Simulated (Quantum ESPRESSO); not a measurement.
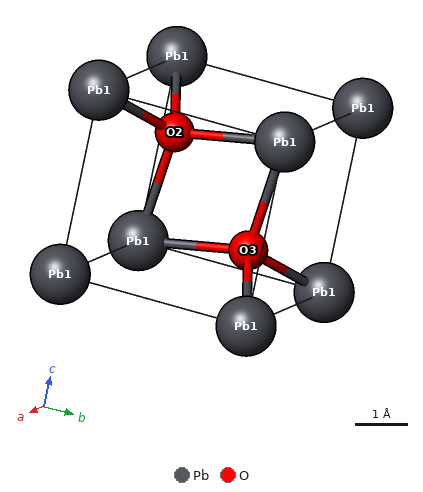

*The input geometry (ball-and-stick view of the reduced cell, seen slightly off an axis; atoms are numbered from 1 in the order of the input). An atom can appear more than once, as a periodic image.*

Near neighbours in the periodic cell (some may lie outside the picture): Pb has 8 O at 2.36 Å; O has 4 Pb at 2.36 Å.

## PbO₂: geometry relaxation (part 1 of 2)

PbO₂ (I4/mmm, 3 atoms in the cell), computed with Kohn-Sham DFT of a periodic cell, PBEsol, GBRV 1.5 PBEsol, no spin polarisation (Quantum ESPRESSO 7.5).

The structure derives from a Materials Project entry.

## What the program printed
```
This program is part of the open-source Quantum ESPRESSO suite
     for quantum simulation of materials; please cite
         "P. Giannozzi et al., J. Phys.:Condens. Matter 21 395502 (2009);
         "P. Giannozzi et al., J. Phys.:Condens. Matter 29 465901 (2017);
         "P. Giannozzi et al., J. Chem. Phys. 152 154105 (2020);
          URL
     in publications or presentations arising from this work. More details at

     Message from routine setup:
     using ibrav=0 with symmetry is DISCOURAGED, use correct ibrav instead

     K-points division:     npool     =       2
     Subspace diagonalization in iterative solution of the eigenvalue problem:
     a serial algorithm will be used

     G-vector sticks info
     --------------------
     sticks:   dense  smooth     PW     G-vecs:    dense   smooth      PW
     Sum        1299     653    199                31175    11053    1917

     Using Slab Decomposition

     bravais-lattice index     =            0
     lattice parameter (alat)  =       7.2572  a.u.
     unit-cell volume          =     271.5948 (a.u.)^3
     number of atoms/cell      =            3
     number of atomic types    =            2
     number of electrons       =        26.00
     number of Kohn-Sham states=           20
     kinetic-energy cutoff     =      45.0000  Ry
     charge density cutoff     =     360.0000  Ry
     scf convergence threshold =      6.0E-10
     mixing beta               =       0.5000
     number of iterations used =            8  plain     mixing
     energy convergence thresh.=      1.0E-05
     force convergence thresh. =      4.0E-04
     Exchange-correlation= SLA  PW   PSX  PSC
                           (   1   4  10   8   0   0   0)
     nstep                     =           40

     celldm(1)=   7.257204  celldm(2)=   0.000000  celldm(3)=   0.000000
     celldm(4)=   0.000000  celldm(5)=   0.000000  celldm(6)=   0.000000

     crystal axes: (cart. coord. in units of alat)
               a(1) = (   0.000000   0.710616   0.703580 )
               a(2) = (   0.710616   0.000000   0.703580 )
               a(3) = (   0.710616   0.710616   0.000000 )

     reciprocal axes: (cart. coord. in units 2 pi/alat)
               b(1) = ( -0.703615  0.703615  0.710651 )
               b(2) = (  0.703615 -0.703615  0.710651 )
               b(3) = (  0.703615  0.703615 -0.710651 )

     PseudoPot. # 1 for Pb read from file:
     pb_pbesol_v1.uspp.F.UPF
     Pseudo is Ultrasoft + core correction, Zval = 14.0
     Generated by new atomic code, or converted to UPF format
     Using radial grid of  899 points,  6 beta functions with:
                l(1) =   0
                l(2) =   0
                l(3) =   1
                l(4) =   1
                l(5) =   2
                l(6) =   2
     Q(r) pseudized with  6 coefficients,  rinner =    1.000   1.000   1.000
                                                       1.000   1.000

     PseudoPot. # 2 for O  read from file:
     o_pbesol_v1.2.uspp.F.UPF
     Pseudo is Ultrasoft + core correction, Zval =  6.0
     Generated by new atomic code, or converted to UPF format
     Using radial grid of  737 points,  5 beta functions with:
                l(1) =   0
                l(2) =   0
                l(3) =   1
                l(4) =   1
                l(5) =   2
     Q(r) pseudized with  8 coefficients,  rinner =    0.900   0.900   0.900
                                                       0.900   0.900

     atomic species   valence    mass     pseudopotential
     Pb               14.00   207.20000     Pb( 1.00)
     O                 6.00    15.99900     O ( 1.00)

     16 Sym. Ops., with inversion, found

   Cartesian axes

     site n.     atom                  positions (alat units)
         1        Pb     tau(   1) = (   0.0000000   0.0000000   0.0000000  )
         2        O      tau(   2) = (   1.0659239   1.0659239   1.0553702  )
         3        O      tau(   3) = (   0.3553080   0.3553080   0.3517901  )

     number of k points=    75  Fermi-Dirac smearing, width (Ry)=  0.0037
                       cart. coord. in units 2pi/alat
        k(    1) = (   0.0000000   0.0000000   0.0000000), wk =   0.0027435
        k(    2) = (   0.0781794   0.0781794  -0.0789612), wk =   0.0219479
        k(    3) = (   0.1563589   0.1563589  -0.1579225), wk =   0.0219479
        k(    4) = (   0.2345383   0.2345383  -0.2368837), wk =   0.0219479
        k(    5) = (   0.3127178   0.3127178  -0.3158449), wk =   0.0219479
        k(    6) = (   0.1563589   0.0000000   0.0000000), wk =   0.0109739
        k(    7) = (   0.2345383   0.0781794  -0.0789612), wk =   0.0438957
        k(    8) = (   0.3127178   0.1563589  -0.1579225), wk =   0.0438957
        k(    9) = (   0.3908972   0.2345383  -0.2368837), wk =   0.0438957
        k(   10) = (  -0.2345383  -0.3908972   0.3948062), wk =   0.0438957
        k(   11) = (  -0.1563589  -0.3127178   0.3158449), wk =   0.0438957
        k(   12) = (  -0.0781794  -0.2345383   0.2368837), wk =   0.0438957
        k(   13) = (  -0.0000000  -0.1563589   0.1579225), wk =   0.0219479
        k(   14) = (   0.3127178   0.0000000   0.0000000), wk =   0.0109739
        k(   15) = (   0.3908972   0.0781794  -0.0789612), wk =   0.0438957
        k(   16) = (   0.4690766   0.1563589  -0.1579225), wk =   0.0438957
        k(   17) = (  -0.1563589  -0.4690766   0.4737674), wk =   0.0438957
        k(   18) = (  -0.0781794  -0.3908972   0.3948062), wk =   0.0438957
        k(   19) = (  -0.0000000  -0.3127178   0.3158449), wk =   0.0219479
        k(   20) = (   0.4690766  -0.0000000   0.0000000), wk =   0.0109739
        k(   21) = (   0.5472561   0.0781794  -0.0789612), wk =   0.0438957
        k(   22) = (  -0.0781794  -0.5472561   0.5527286), wk =   0.0438957
        k(   23) = (  -0.0000000  -0.4690766   0.4737674), wk =   0.0219479
        k(   24) = (   0.6254355   0.0000000   0.0000000), wk =   0.0109739
        k(   25) = (  -0.0000000  -0.6254355   0.6316899), wk =   0.0219479
        k(   26) = (   0.0000000   0.0000000   0.1579225), wk =   0.0054870
        k(   27) = (   0.1563589   0.1563589   0.0000000), wk =   0.0109739
        k(   28) = (   0.2345383   0.2345383  -0.0789612), wk =   0.0219479
        k(   29) = (   0.3127178   0.3127178  -0.1579225), wk =   0.0219479
        k(   30) = (  -0.3127178  -0.3127178   0.4737674), wk =   0.0219479
        k(   31) = (  -0.2345383  -0.2345383   0.3948062), wk =   0.0219479
        k(   32) = (  -0.1563589  -0.1563589   0.3158449), wk =   0.0219479
        k(   33) = (  -0.0781794  -0.0781794   0.2368837), wk =   0.0219479
        k(   34) = (   0.3127178   0.1563589   0.0000000), wk =   0.0219479
        k(   35) = (   0.3908972   0.2345383  -0.0789612), wk =   0.0438957
        k(   36) = (  -0.2345383  -0.3908972   0.5527286), wk =   0.0438957
        k(   37) = (  -0.1563589  -0.3127178   0.4737674), wk =   0.0438957
        k(   38) = (  -0.0781794  -0.2345383   0.3948062), wk =   0.0438957
        k(   39) = (  -0.0000000  -0.1563589   0.3158449), wk =   0.0219479
        k(   40) = (   0.3127178   0.0000000   0.1579225), wk =   0.0219479
        k(   41) = (   0.4690766   0.1563589   0.0000000), wk =   0.0219479
        k(   42) = (  -0.1563589  -0.4690766   0.6316899), wk =   0.0438957
        k(   43) = (  -0.0781794  -0.3908972   0.5527286), wk =   0.0438957
        k(   44) = (  -0.0000000  -0.3127178   0.4737674), wk =   0.0219479
        k(   45) = (   0.3908972  -0.0781794   0.2368837), wk =   0.0438957
        k(   46) = (   0.4690766   0.0000000   0.1579225), wk =   0.0219479
        k(   47) = (  -0.0781794  -0.5472561   0.7106511), wk =   0.0219479
        k(   48) = (  -0.0000000  -0.4690766   0.6316899), wk =   0.0219479
        k(   49) = (  -0.2345383   0.5472561  -0.3948062), wk =   0.0438957
        k(   50) = (  -0.1563589   0.6254355  -0.4737674), wk =   0.0438957
        k(   51) = (  -0.0781794   0.7036150  -0.5527286), wk =   0.0219479
        k(   52) = (  -0.0781794   0.5472561  -0.3948062), wk =   0.0438957
        k(   53) = (  -0.0000000   0.6254355  -0.4737674), wk =   0.0219479
        k(   54) = (  -0.0000000   0.4690766  -0.3158449), wk =   0.0219479
        k(   55) = (   0.0000000   0.0000000   0.3158449), wk =   0.0054870
        k(   56) = (   0.3127178   0.3127178   0.0000000), wk =   0.0109739
        k(   57) = (  -0.3127178  -0.3127178   0.6316899), wk =   0.0219479
        k(   58) = (  -0.2345383  -0.2345383   0.5527286), wk =   0.0219479
        k(   59) = (  -0.1563589  -0.1563589   0.4737674), wk =   0.0219479
        k(   60) = (  -0.0781794  -0.0781794   0.3948062), wk =   0.0219479
        k(   61) = (  -0.2345383  -0.3908972   0.7106511), wk =   0.0219479
        k(   62) = (  -0.1563589  -0.3127178   0.6316899), wk =   0.0438957
        k(   63) = (  -0.0781794  -0.2345383   0.5527286), wk =   0.0438957
        k(   64) = (  -0.0000000  -0.1563589   0.4737674), wk =   0.0219479
        k(   65) = (  -0.0781794  -0.3908972   0.7106511), wk =   0.0219479
        k(   66) = (  -0.0000000  -0.3127178   0.6316899), wk =   0.0219479
        k(   67) = (  -0.0781794   0.7036150  -0.3948062), wk =   0.0219479
        k(   68) = (  -0.0000000  -0.0000000   0.4737674), wk =   0.0054870
        k(   69) = (  -0.2345383  -0.2345383   0.7106511), wk =   0.0109739
        k(   70) = (  -0.1563589  -0.1563589   0.6316899), wk =   0.0219479
        k(   71) = (  -0.0781794  -0.0781794   0.5527286), wk =   0.0219479
        k(   72) = (  -0.0781794  -0.2345383   0.7106511), wk =   0.0219479
        k(   73) = (  -0.0000000  -0.1563589   0.6316899), wk =   0.0219479
        k(   74) = (   0.0000000   0.0000000   0.6316899), wk =   0.0054870
        k(   75) = (  -0.0781794  -0.0781794   0.7106511), wk =   0.0109739

     Dense  grid:    31175 G-vectors     FFT dimensions: (  45,  45,  45)

     Smooth grid:    11053 G-vectors     FFT dimensions: (  32,  32,  32)

     Check: negative core charge=   -0.000003

     Initial potential from superposition of free atoms

     starting charge      25.9979, renormalised to      26.0000

     negative rho (up, down):  1.567E-02 0.000E+00
     Starting wfcs are   17 randomized atomic wfcs +    3 random wfcs

     Self-consistent Calculation

     iteration #  1     ecut=    45.00 Ry     beta= 0.50
     Davidson diagonalization with overlap
     ethr =  1.00E-02,  avg # of iterations =  4.5

     negative rho (up, down):  1.468E-02 0.000E+00

     total energy              =    -227.97480324 Ry
     estimated scf accuracy    <       0.67136255 Ry

     iteration #  2     ecut=    45.00 Ry     beta= 0.50
     Davidson diagonalization with overlap
     ethr =  2.58E-03,  avg # of iterations =  2.0

     negative rho (up, down):  1.547E-02 0.000E+00

     total energy              =    -228.18086262 Ry
     estimated scf accuracy    <       0.24103493 Ry

     iteration #  3     ecut=    45.00 Ry     beta= 0.50
     Davidson diagonalization with overlap
     ethr =  9.27E-04,  avg # of iterations =  2.1

     negative rho (up, down):  1.569E-02 0.000E+00

     total energy              =    -228.22226823 Ry
     estimated scf accuracy    <       0.00421912 Ry

     iteration #  4     ecut=    45.00 Ry     beta= 0.50
     Davidson diagonalization with overlap
     c_bands:  1 eigenvalues not converged
     c_bands:  1 eigenvalues not converged
     ethr =  1.62E-05,  avg # of iterations = 10.7

     negative rho (up, down):  1.567E-02 0.000E+00

     total energy              =    -228.22270712 Ry
     estimated scf accuracy    <       0.00052213 Ry

     iteration #  5     ecut=    45.00 Ry     beta= 0.50
     Davidson diagonalization with overlap
     c_bands:  1 eigenvalues not converged
     ethr =  2.01E-06,  avg # of iterations =  8.3

     negative rho (up, down):  1.568E-02 0.000E+00

     total energy              =    -228.22276737 Ry
     estimated scf accuracy    <       0.00002530 Ry

     iteration #  6     ecut=    45.00 Ry     beta= 0.50
     Davidson diagonalization with overlap
     ethr =  9.73E-08,  avg # of iterations =  4.2

     negative rho (up, down):  1.568E-02 0.000E+00

     total energy              =    -228.22277902 Ry
     estimated scf accuracy    <       0.00000714 Ry

     iteration #  7     ecut=    45.00 Ry     beta= 0.50
     Davidson diagonalization with overlap
     ethr =  2.74E-08,  avg # of iterations =  2.3

     negative rho (up, down):  1.568E-02 0.000E+00

     total energy              =    -228.22278033 Ry
     estimated scf accuracy    <       0.00000002 Ry

     iteration #  8     ecut=    45.00 Ry     beta= 0.50
     Davidson diagonalization with overlap
     ethr =  7.14E-11,  avg # of iterations =  5.3

     negative rho (up, down):  1.568E-02 0.000E+00

     total energy              =    -228.22278043 Ry
     estimated scf accuracy    <       0.00000002 Ry

     iteration #  9     ecut=    45.00 Ry     beta= 0.50
     Davidson diagonalization with overlap
     ethr =  5.77E-11,  avg # of iterations =  2.0

     negative rho (up, down):  1.568E-02 0.000E+00

     End of self-consistent calculation

          k = 0.0000 0.0000 0.0000 (  1395 PWs)   bands (ev):

    -8.8600  -6.1901  -6.1901  -6.1803  -6.0917  -5.9660  -5.9652   6.5039
     7.4364   7.4836   7.4836   8.1938   8.1938   8.3238  16.1785  16.2299
    16.2299  18.9941  20.8452  24.6149

          k = 0.0782 0.0782-0.0790 (  1400 PWs)   bands (ev):

    -8.7628  -6.7190  -6.1761  -6.1697  -5.9671  -5.9658  -5.5492   5.6525
     7.2364   7.3594   7.3744   8.1793   8.2521   9.1608  15.9514  16.4461
    16.4777  19.0042  21.7607  24.5118

          k = 0.1564 0.1564-0.1579 (  1381 PWs)   bands (ev):

    -8.5177  -7.1660  -6.1465  -6.1403  -5.9637  -5.9608  -5.0808   4.3998
     6.8702   7.1202   7.1293   8.1305   8.1819  10.3725  15.7675  17.1063
    17.1345  19.0122  23.4650  24.3306

          k = 0.2345 0.2345-0.2369 (  1388 PWs)   bands (ev):

    -8.2993  -7.3388  -6.1269  -6.1208  -5.9447  -5.9401  -4.8413   3.4300
     6.4672   6.8562   6.8889   8.0649   8.0965  11.2895  15.9881  17.9404
    17.9576  19.0144  23.9750  24.2134

          k = 0.3127 0.3127-0.3158 (  1392 PWs)   bands (ev):

    -8.2617  -7.2402  -6.1223  -6.1166  -5.9233  -5.9177  -4.8091   2.9272
     6.2063   6.6936   6.7397   8.0197   8.0402  11.7811  16.2921  18.5618
    18.5650  19.0150  23.5381  24.1673

          k = 0.1564 0.0000 0.0000 (  1403 PWs)   bands (ev):

    -8.7297  -6.8201  -6.1632  -6.1549  -5.9765  -5.9588  -5.4590   5.4157
     6.9897   7.0414   7.6536   8.4199   8.5363   9.0559  15.6254  16.6542
    16.7055  19.0055  21.9424  24.3300

          k = 0.2345 0.0782-0.0790 (  1378 PWs)   bands (ev):

    -8.5269  -7.1882  -6.1295  -6.1203  -5.9836  -5.9507  -5.0874   4.3915
     6.6428   6.6822   7.7692   8.2476   8.5643  10.0605  15.3864  17.1731
    17.2972  19.0119  22.7725  24.5526

          k = 0.3127 0.1564-0.1579 (  1385 PWs)   bands (ev):

    -8.2790  -7.4422  -6.1043  -6.0693  -5.9598  -5.9342  -4.8330   3.3851
     6.3006   6.4171   7.5841   8.0948   8.5067  11.0152  15.6886  17.7648
    18.0699  19.0143  22.5880  24.7150

          k = 0.3909 0.2345-0.2369 (  1391 PWs)   bands (ev):

    -8.2005  -7.4190  -6.0973  -6.0409  -5.9189  -5.8704  -4.8017   2.7457
     6.0499   6.3462   7.1578   8.1952   8.3700  11.6153  16.2459  18.2663
    18.6865  19.0153  22.1096  24.5472

          k =-0.2345-0.3909 0.3948 (  1394 PWs)   bands (ev):

    -8.2074  -7.3698  -6.0977  -6.0305  -5.9251  -5.8057  -4.8420   2.5882
     6.0184   6.4946   6.8141   8.2007   8.3530  11.7783  16.4812  18.4769
    18.7679  19.0157  22.0131  24.2762

          k =-0.1564-0.3127 0.3158 (  1386 PWs)   bands (ev):

    -8.2042  -7.4544  -6.1017  -6.0394  -5.9540  -5.8572  -4.8192   2.9287
     6.2314   6.6490   6.8456   8.0311   8.5159  11.4725  16.1726  18.2138
    18.3129  19.0153  22.5148  24.1218

          k =-0.0782-0.2345 0.2369 (  1379 PWs)   bands (ev):

    -8.3546  -7.3806  -6.1212  -6.0741  -5.9772  -5.9261  -4.9198   3.7321
     6.6037   6.6983   7.3184   7.8633   8.6211  10.7729  15.7356  17.3855
    17.7875  19.0140  23.1759  24.1741

          k =-0.0000-0.1564 0.1579 (  1383 PWs)   bands (ev):

    -8.6113  -7.0501  -6.1539  -6.1329  -5.9767  -5.9552  -5.2260   4.8145
     6.9062   7.0243   7.6208   7.8506   8.5544   9.8522  15.6629  16.7119
    17.0893  19.0103  22.7979  24.3633

          k = 0.3127 0.0000 0.0000 (  1371 PWs)   bands (ev):

    -8.3729  -7.4071  -6.0932  -6.0887  -6.0061  -5.9411  -4.8677   3.7593
     6.1936   6.2370   8.1116   8.7468   8.8514  10.1088  14.8593  17.7917
    17.8473  19.0135  22.0735  25.0250

          k = 0.3909 0.0782-0.0790 (  1378 PWs)   bands (ev):

    -8.1313  -7.6447  -6.0576  -6.0428  -5.9840  -5.9279  -4.6589   2.9200
     5.8546   5.8993   8.3634   8.5769   8.8806  10.7520  15.0133  18.3417
    18.5027  19.0148  21.3463  25.1001

          k = 0.4691 0.1564-0.1579 (  1386 PWs)   bands (ev):

    -8.0347  -7.6832  -6.0451  -6.0350  -5.9163  -5.7871  -4.6624   2.2613
     5.6387   5.7873   8.0383   8.5995   8.8007  11.3271  15.8251  18.4837
    19.0156  19.0611  20.6958  25.0974

          k =-0.1564-0.4691 0.4738 (  1387 PWs)   bands (ev):

    -8.0717  -7.6178  -6.0450  -6.0208  -5.9270  -5.5071  -4.8673   1.9997
     5.6158   5.9369   7.4670   8.6152   8.8072  11.6286  16.7196  18.1713
    19.0165  19.2061  20.4699  24.7199

          k =-0.0782-0.3909 0.3948 (  1388 PWs)   bands (ev):

    -8.0502  -7.6683  -6.0509  -6.0067  -5.9613  -5.5055  -4.9170   2.2086
     5.8160   6.3216   6.9870   8.3645   8.9523  11.5696  16.7333  18.1172
    18.7838  19.0162  20.9423  24.2421

          k =-0.0000-0.3127 0.3158 (  1382 PWs)   bands (ev):

    -8.1293  -7.6261  -6.0787  -6.0092  -5.9834  -5.7687  -4.8352   2.8523
     6.1905   6.6930   6.8563   8.0794   8.9308  11.2183  16.0997  18.0364
    18.1806  19.0154  22.0289  24.0681

          k = 0.4691-0.0000 0.0000 (  1379 PWs)   bands (ev):

    -7.9055  -7.8362  -6.0445  -6.0098  -6.0097  -5.9209  -4.4374   2.2975
     5.4767   5.5102   8.6887   9.0409   9.1341  10.7491  14.7631  19.0132
    19.0151  19.0795  20.3455  25.2829

          k = 0.5473 0.0782-0.0790 (  1385 PWs)   bands (ev):

    -7.9657  -7.7229  -6.0587  -5.9871  -5.9133  -5.8788  -4.3856   1.7634
     5.2772   5.3252   8.8477   8.9569   9.1276  11.0473  15.3142  19.0137
    19.1336  19.5043  19.7072  25.4640

          k =-0.0782-0.5473 0.5527 (  1383 PWs)   bands (ev):
```
